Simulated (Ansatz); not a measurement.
# Nb3C: what the fields show

The calculation's input:

```
crystal:
  lattice:
    - [0.0, 3.1017031711, 3.1017031711]
    - [3.1017031711, 0.0, 3.1017031711]
    - [3.1017031711, 3.1017031711, 0.0]
  atoms:
    - { symbol: Nb, position: [0.75, 0.75, 0.75] }
    - { symbol: Nb, position: [0.25, 0.25, 0.25] }
    - { symbol: Nb, position: [0.5, 0.5, 0.5] }
    - { symbol: C, position: [0.0, 0.0, 0.0] }
basis:
  ecutwfc: 420
kpoints:
  mp_grid: { grid: [14, 14, 14] }
hamiltonian:
  xc: pbe
scf:
  occupations: { method: gaussian, width: 0.1 }
output:
  forces: true
  stress: true
  eigenvalues: true
  write_density: true
  write_potential: true
  elf: true
  volumetric_format: npy
relax:
  adjacent_minimum: "off"
  f_tol: 0.01
  max_steps: 80
  cell: { stress_tol: 0.05 }
```

Launched as:

```sh
ansatz run input.yaml --threads 1 --pin off --max-ram 2560MiB --backend cpu --events-out ev --progress --plain --runs-dir out
```

Below, planes, directions and counts refer to the conventional cell (a = 6.19 Å, b = 6.19 Å, c = 6.19 Å, α = 90.00°, β = 90.00°, γ = 90.00°).

The fields are those of the run's last geometry, not of the input's.

Space group Fm-3m; a structure generated by program, which may or may not match a known phase; computed without spin polarisation.

These are results of DFT PBE, scalar-relativistic, plane waves, PAW in Ansatz 0.2.0, not measurements.

In a PAW calculation such maps are meaningful between the atoms, not at the nuclei.

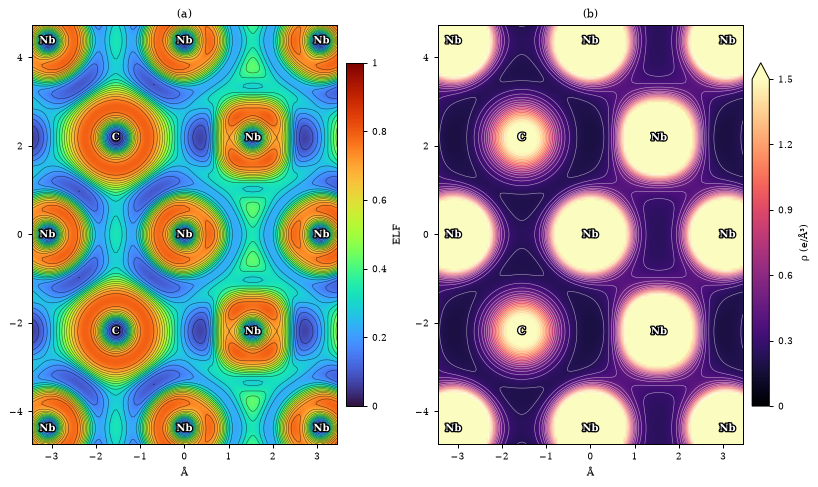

Figure 1. (a) ELF; (b) valence electron density on the (101) plane of the conventional cell.

> What does the map show?

- The section cuts through Nb and C sites.
- Nb–Nb (2.68 Å): the density is about 0.4 e/Å³ at the midpoint; the ELF is about 0.30 at the midpoint: no shared electron pair shows on this line.
- Nb–C (2.68 Å): ρ is about 0.24 e/Å³ halfway; the ELF peaks at about 0.80 in the valence shell of C, 0.7 Å from its nucleus, and drops to about 0.10 between the two atoms.
- Nb–C (3.10 Å): ρ is about 0.18 e/Å³ halfway; the ELF is about 0.20 at the midpoint; no shared electron pair shows on this line.
- Between the atoms the lowest density in this plane is 0.18 e/Å³.
- The features right at Nb lie inside the PAW spheres, where the map follows smoothed inner orbitals and isn't to be read closely.

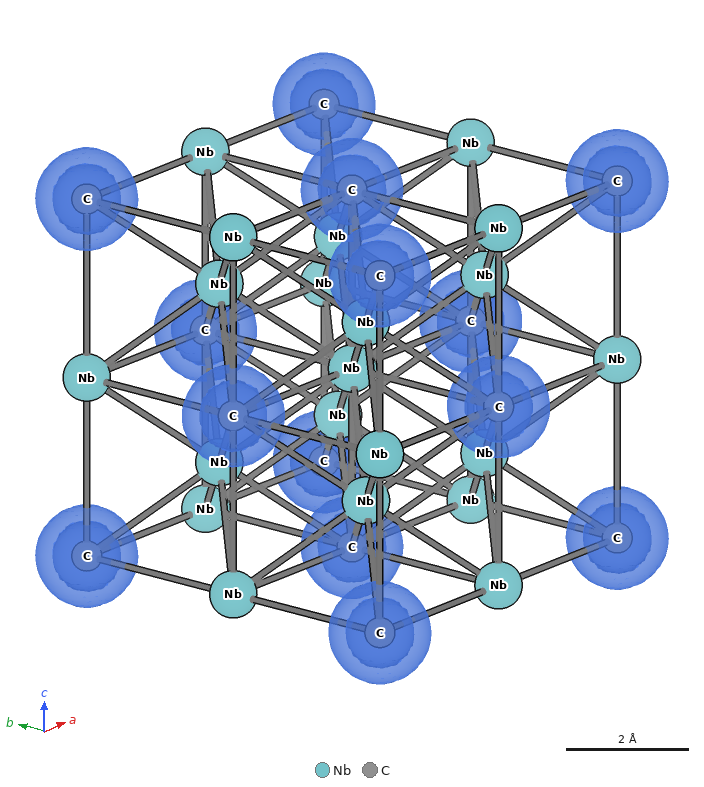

Figure 2. Isosurface of the electron localisation function at 0.75 (blue), seen at an oblique angle. Only the valence region is drawn (cores and ρ < 0.01 e/Å³ removed). Sticks mark near contacts.

> What do the ELF domains correspond to?

The surface consists of four regions wrapped around C (the valence shell of each), counted in one cell of 16 atoms. Any copies at cell faces, edges or corners count once.

> Metal or insulator at this level of theory?

It is gapless in this calculation (a metal or semimetal).
